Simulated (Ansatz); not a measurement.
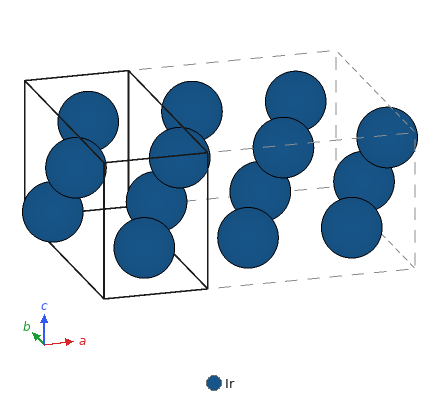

The structure; the drawing may span several cells.

Given this structure, the input geometry of an electronic-structure calculation (not necessarily at equilibrium); the starting structure was generated, so it need not be a known form of this composition, written in its standard cell:

```yaml
crystal:
  lattice:
    - [2.72228, 0.00000, 0.00000]
    - [0.00000, 6.79155, 0.00000]
    - [0.00000, 0.00000, 3.60339]
  atoms:
    - { symbol: Ir, position: [0.00000, 0.64618, 0.25000] }
    - { symbol: Ir, position: [0.50000, 0.85382, 0.75000] }
    - { symbol: Ir, position: [0.50000, 0.14618, 0.25000] }
    - { symbol: Ir, position: [0.00000, 0.35382, 0.75000] }
```

Question: What does the kinematic electron diffraction pattern along [201] look like at 80 kV (B = 0.5 Å²)?

Answer: The spots form a centred rectangular net whose two shortest vectors correspond to d = 3.40 Å and 1.47 Å, 77.5° apart. They are 0 2 0 and 1 1 -2. The pattern has symmetry 2mm. The lattice centring (C) removes all reflections that break h + k = 2n.

Strongest reflections with d > 0.80 Å, one of each family (|F|² from tabulated Gaussian fits of the electron scattering factors, times a small damping for the curvature of the Ewald sphere):

```csv
hkl,d (Å),I (strongest = 100)
0 4 0,1.698,100
1 3 -2,1.252,59
1 1 -2,1.467,36
0 6 0,1.132,27
0 2 0,3.396,26
1 7 -2,0.815,18
```

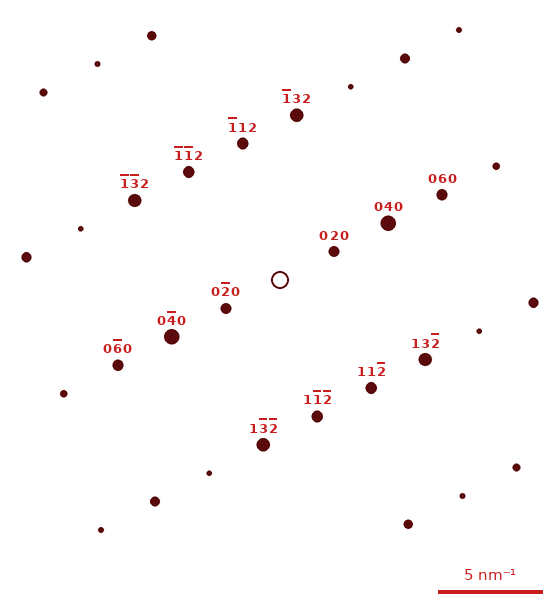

Calculated pattern, seen from the source side with [201] pointing towards the source.
